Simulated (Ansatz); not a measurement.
A series of calculations on ZnS and related structures

### Relaxation

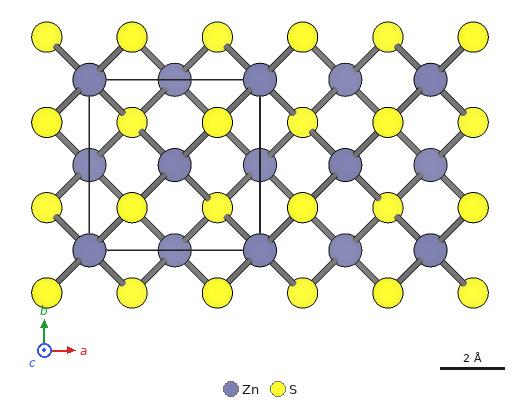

This is the input geometry for a relaxation of solid ZnS (set up in F-43m). The picture is a ball-and-stick view of the conventional cell (4 times the calculation's cell), repeated 2 × 1 × 1 with one cell outlined, seen along the c axis. Lengths and directions refer to the drawn axes.

Theory: DFT PBEsol, scalar-relativistic, plane waves, PAW in Ansatz 0.2.0.

Input
```yaml
crystal:
  lattice:
    - [0.0, 2.69368288, 2.69368288]
    - [2.69368288, 0.0, 2.69368288]
    - [2.69368288, 2.69368288, 0.0]
  atoms:
    - { symbol: Zn, position: [0.0, 0.0, 0.0] }
    - { symbol: S, position: [0.75, 0.75, 0.75] }
basis:
  ecutwfc: 420
kpoints:
  mp_grid: { grid: [10, 10, 10] }
hamiltonian:
  xc: pbesol
scf:
  occupations: { method: gaussian, width: 0.02 }
output:
  forces: true
  stress: true
  eigenvalues: true
  write_density: true
  write_potential: true
  elf: true
  volumetric_format: npy
relax:
  adjacent_minimum: "off"
  f_tol: 0.005
  max_steps: 80
  cell: { stress_tol: 0.05 }
```

Command:
```bash
ansatz run input.yaml --threads 4 --pin off --max-ram 10240MiB --backend cpu --events-out ev --progress --plain --runs-dir out
```

Predict the outcome.

Answer. After 2 accepted moves (3 points after the start) the energy has fallen by 1.4 meV per atom. All forces vanish by symmetry, so only the cell relaxes. The pressure goes from −1.31 to 0.02 GPa. At 1 point the geometry stayed and the basis and grid were re-selected for the new cell (energy shift of 0.1 meV per atom at most each time). No atom moves by more than 0.005 Å relative to the cell. Cell: a = b = c 5.387 → 5.356 Å (−0.6 %). Volume −1.7 %. Some distances before and after: Zn1–S2 2.333 → 2.319 Å. The space group stays F-43m (No. 216).

History of the run:

| step | E − E(0), meV/atom | pressure, GPa | volume, Å³/atom | note |
| --- | --- | --- | --- | --- |
| 0 | 0.00 | -1.31 | 19.545 |  |
| 1 | -1.21 | -0.57 | 19.353 |  |
| 2 | -1.52 | 0.02 | 19.207 |  |
| 3 | -1.38 | 0.02 | 19.207 | same geometry, new basis |

### Relaxation

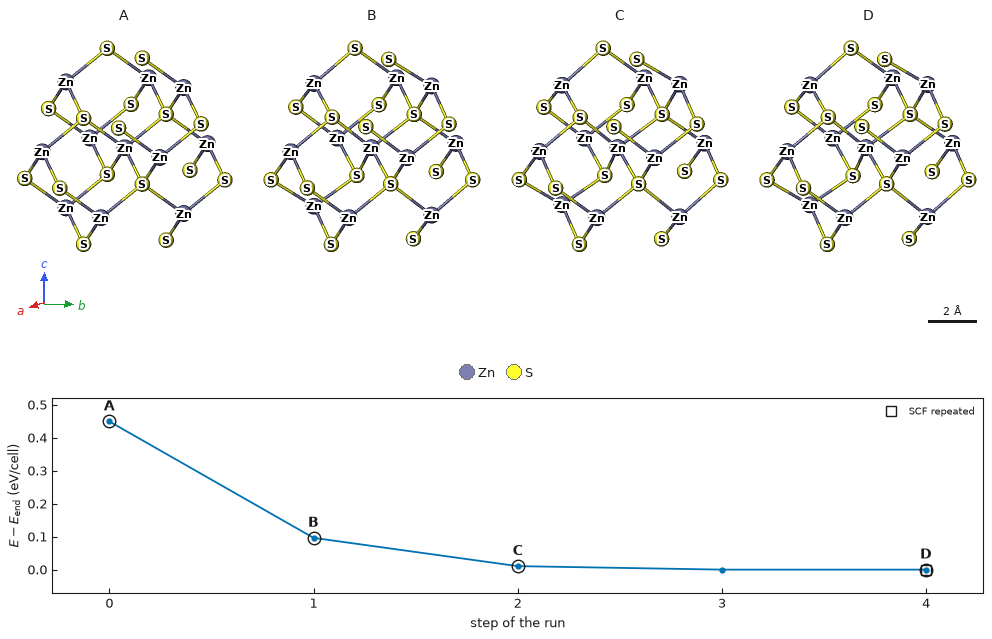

Frames of a relaxation of a defect cell of composition Zn$_{7}$S$_{8}$ (cell charge −2), marked on the history of the run. A ball-and-stick model of the atoms within 5.0 Å of the atom that moves most (axes of the conventional cell (4 times the calculation's cell)), seen slightly off an axis. Lengths and directions refer to the drawn axes.

Case: Zn on a Zn site beside a Zn vacancy, charge -2, atoms relaxed.

Computed with DFT PBEsol, scalar-relativistic, plane waves, PAW (Ansatz). Set-up: plane-wave cutoff 420 eV; k-point mesh 2 × 2 × 2; occupations gaussian; smearing width 0.02 eV; no spin polarisation; atoms relaxed in a fixed cell; force threshold 0.02 eV/Å; at most 60 steps.

Q: Describe the path.

A: The largest moves, 0.13 Å, are those of Zn atoms. Largest moves by element: Zn 0.13 Å, S 0.10 Å. The cell doesn't change. Among the contacts that change: S–Zn 2.319 → 2.392 Å, S–Zn 2.319 → 2.285 Å, S–Zn 2.319 → 2.334 Å. Bond angles that change, for instance: S–Zn–S 109.5° → 119.3°, S–Zn–S 109.5° → 103.7°, Zn–S–Zn 109.5° → 104.1°. Over 3 accepted moves (4 points after the start) the energy falls by 0.449 eV per cell of the calculation. The largest force component goes from 1 to 0.0025 eV/Å. 1 step only repeated the SCF at the same geometry. The run took 7.1 s on 4 threads of Arm Neoverse V2 (shared host), peak memory 0.71 GiB. From step 0 to 1: S atoms move most (0.09 Å), energy −0.353 eV per cell of the calculation. From step 1 to 2: Zn atoms move most (0.07 Å), energy −85.8 meV per cell of the calculation. From step 2 to 4: S atoms move most (0.02 Å), energy −10.6 meV per cell of the calculation.

Limits of the set-up: the periodic images lie only 7.6 Å apart, so the values are limited by the cell's size; the cell is charged, on a uniform background, and energies carry no finite-size correction.

### Path

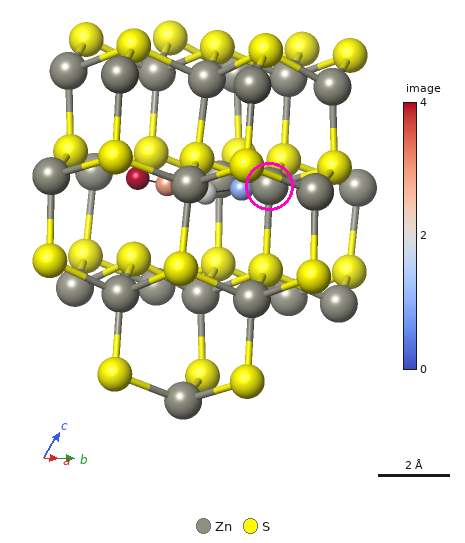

A search for the minimum-energy path of a defect cell of composition Zn7S8 (cell charge −2) (15 atoms in the cell) by the nudged elastic band. Images are numbered from 0 (start) to 4 (end). The start is drawn whole; smaller spheres mark the moving atoms (Zn) in the later images, joined by lines and coloured by the number of the image. A ball-and-stick model of the atoms within 6.1 Å of the middle of the path, seen from a free direction. The moving atom is ringed, with any periodic copies. Bonds to atoms that aren't drawn are left out.

These are results of DFT PBEsol, scalar-relativistic, plane waves, PAW (Ansatz 0.2.0), not measurements.

Input file:
```yaml
crystal:
  lattice:
    - [0.0, 5.3560912044, -5.3560912044]
    - [5.3560912044, 5.3560912044, 0.0]
    - [5.3560912044, 0.0, -5.3560912044]
  atoms:
    - { symbol: Zn, position: [0.0120363665, -0.0120363665, 0.5120363665] }
    - { symbol: Zn, position: [0.4879636335, -0.0120363665, 0.5120363665] }
    - { symbol: Zn, position: [0.4879636335, 0.5120363665, 0.5120363665] }
    - { symbol: Zn, position: [0.0120363665, -0.0120363665, 0.9879636335] }
    - { symbol: Zn, position: [0.0120363665, 0.5120363665, 0.9879636335] }
    - { symbol: Zn, position: [0.5, 0.0, 1.0] }
    - { symbol: Zn, position: [0.4879636335, 0.5120363665, 0.9879636335] }
    - { symbol: S, position: [0.122570078, 0.125809974, 0.125809974] }
    - { symbol: S, position: [0.1198033442, 0.6198033442, 0.1405899673] }
    - { symbol: S, position: [0.625809974, 0.125809974, 0.125809974] }
    - { symbol: S, position: [0.625809974, 0.622570078, 0.125809974] }
    - { symbol: S, position: [0.1198033442, 0.1405899673, 0.6198033442] }
    - { symbol: S, position: [0.1198033442, 0.6198033442, 0.6198033442] }
    - { symbol: S, position: [0.625809974, 0.125809974, 0.622570078] }
    - { symbol: S, position: [0.6405899673, 0.6198033442, 0.6198033442] }
total_charge: -2
basis:
  ecutwfc: 420
  xc_grid: 2
kpoints:
  mp_grid: { grid: [2, 2, 2], shift: [0.0, 0.0, 0.0] }
hamiltonian:
  xc: pbesol
scf:
  occupations: { method: gaussian, width: 0.02 }
output:
  forces: true
neb:
  images: 3
  f_tol: 0.05
  max_iterations: 70
  order_check: false
  final_atoms:
    - { symbol: Zn, position: [0.0120363669, -0.5120363669, 0.5120363669] }
    - { symbol: Zn, position: [0.4879636331, 0.0120363669, 0.5120363669] }
    - { symbol: Zn, position: [0.4879636331, 0.4879636331, 0.5120363669] }
    - { symbol: Zn, position: [0.0120363669, 0.0120363669, 0.9879636331] }
    - { symbol: Zn, position: [0.0120363669, 0.4879636331, 0.9879636331] }
    - { symbol: Zn, position: [0.4879636331, 0.0120363669, 0.9879636331] }
    - { symbol: Zn, position: [0.5, 0.5, 1.0] }
    - { symbol: S, position: [0.1198033404, 0.1198033404, 0.1405899789] }
    - { symbol: S, position: [0.1225700784, 0.6258099739, 0.1258099739] }
    - { symbol: S, position: [0.6258099739, 0.1225700784, 0.1258099739] }
    - { symbol: S, position: [0.6258099739, 0.6258099739, 0.1258099739] }
    - { symbol: S, position: [0.1198033404, 0.1198033404, 0.6198033404] }
    - { symbol: S, position: [0.1198033404, 0.6405899789, 0.6198033404] }
    - { symbol: S, position: [0.6405899789, 0.1198033404, 0.6198033404] }
    - { symbol: S, position: [0.6258099739, 0.6258099739, 0.6225700784] }
```

Launched with:
```bash
ansatz run input.yaml --threads 4 --pin off --max-ram 10240MiB --backend cpu --events-out ev --progress --plain --runs-dir out
```

Q: Describe the path and its energy.

A: A Zn atom travels furthest, 3.79 Å from end to end, along −b, on a path that bends up to 0.55 Å away from the straight line. At the highest image its nearest neighbour (S) is 2.26 Å away, against 2.29 Å at the start, and the surrounding atoms stand up to 0.56 Å off the mean of their end positions. The barrier is about 1.51 eV in both directions, with image 2 at the top; the ends have the same energy. The band converged in 11 iterations, with a climbing image at the top.

Limits of the set-up: the periodic images lie only 7.6 Å apart, so the values are limited by the cell's size; the cell is charged, on a uniform background, and energies carry no finite-size correction.

Cost: 2.5 min on 4 threads of Arm Neoverse V2 (shared host), peak memory 1.3 GiB.
